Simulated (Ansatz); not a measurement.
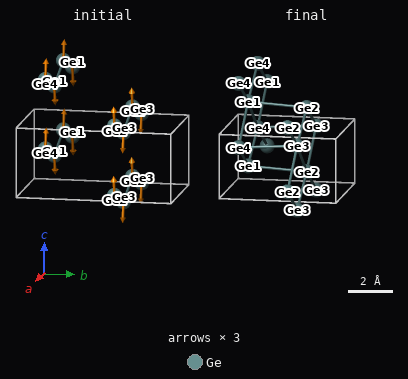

The structure of a crystal of Ge (built on the N_62 type) (coarse preliminary run) before (left) and after (right) a relaxation, at one scale. The orange arrows give the displacements (the part carried along by the change of the cell is left out), magnified 3 times.

Style: ball-and-stick. Shown: the cell of the calculation, repeated 2 × 1 × 2 with one cell outlined, slightly off an axis.

Case: N type (Pnma, No. 62).

All numbers below come from DFT PBE, scalar-relativistic, plane waves, PAW (Ansatz). Settings: plane-wave cutoff 420 eV; k-point mesh 4 × 4 × 6; occupations gaussian; smearing width 0.1 eV; no spin polarisation; cell and atoms relaxed; force threshold 0.04 eV/Å; at most 70 steps.

> What changed between the two?

The largest moves relative to the cell, 0.33 Å, are those of Ge1, Ge2, Ge3 and Ge4. Ge4 goes roughly along +c. Cell: a 4.412 → 4.661 Å (+5.6 %), b 7.314 → 5.515 Å (−24.6 %), c 3.290 → 3.040 Å (−7.6 %). Volume −26.4 %. Some distances before and after: Ge1–Ge2 3.768 → 2.764 Å, Ge1–Ge4 3.358 → 2.883 Å, Ge1–Ge4 (another image) 2.333 → 2.690 Å. New bonds form: Ge1–Ge2 (3.77 → 2.76 Å), Ge3–Ge4 (3.77 → 2.76 Å). Among the angles between lasting bonds that change: Ge4–Ge1–Ge4 142.1° → 120.1°. The space group stays Pnma (No. 62). The energy falls by 656 meV per atom in 7 accepted moves (8 points after the start). Largest force component: 1.3 eV/Å at the start, 0.024 eV/Å at the end. Pressure: 2.48 GPa at the start and 0.10 GPa at the end. At 1 point the geometry stayed and the basis and grid were re-selected for the new cell (energy shift of 0.7 meV per atom at most each time). The run took about 25 core-seconds on a shared host.
